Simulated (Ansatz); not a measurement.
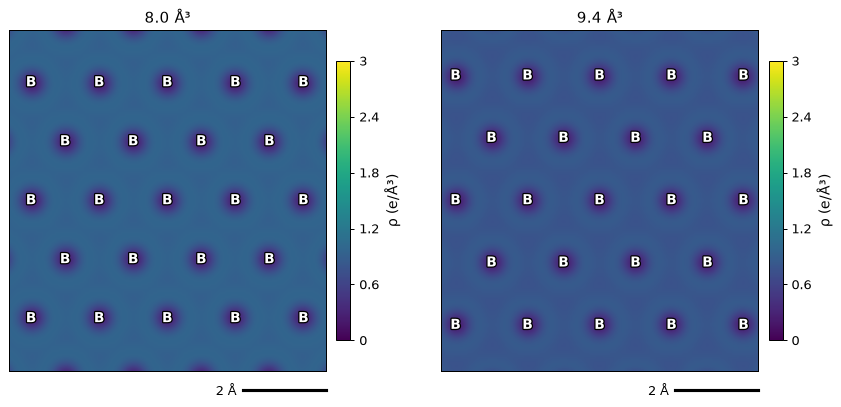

B. The valence charge density (pseudo) of cells scaled evenly to different volumes (given per atom above each panel), on the (001) plane of each (indices in the axes of the cell below), at one length scale and on one colour scale.

A generated structure, not necessarily the stable one.

Level of theory: DFT, PBEsol, plane waves (420 eV) with PAW, scalar-relativistic (Ansatz 0.2.0).

The largest cell:

```xyz
2
Lattice="1.7323 0.0000 0.0000 -0.8662 1.5003 0.0000 0.0000 0.0000 7.2629" Properties=species:S:1:pos:R:3 pbc="T T T"
B     0.0000    1.0002    1.8157
B     0.8662    0.5001    5.4472
```

| volume (Å³/atom) | B–B contact in the plane (Å) | ρ at its midpoint (e/Å³) | pressure (GPa) | 
| --- | --- | --- | --- |
| 7.99 | 1.639 | 0.948 | 28.9 | 
| 8.35 | 1.663 | ? | ? | 
| 9.44 | 1.732 | 0.800 | −7.9 | 

Question: What values belong in the row with question marks?

Answer: Over the known rows ln ρ falls by 1.83 per Å of B–B distance (the line through the two), which gives 0.907 e/Å³ at 1.663 Å; the calculation gives 0.906 e/Å³. For the pressure, a straight line in volume between the neighbouring rows gives 19.8 GPa; the calculation gives 17.1, lower because pressure rises ever faster on compression.
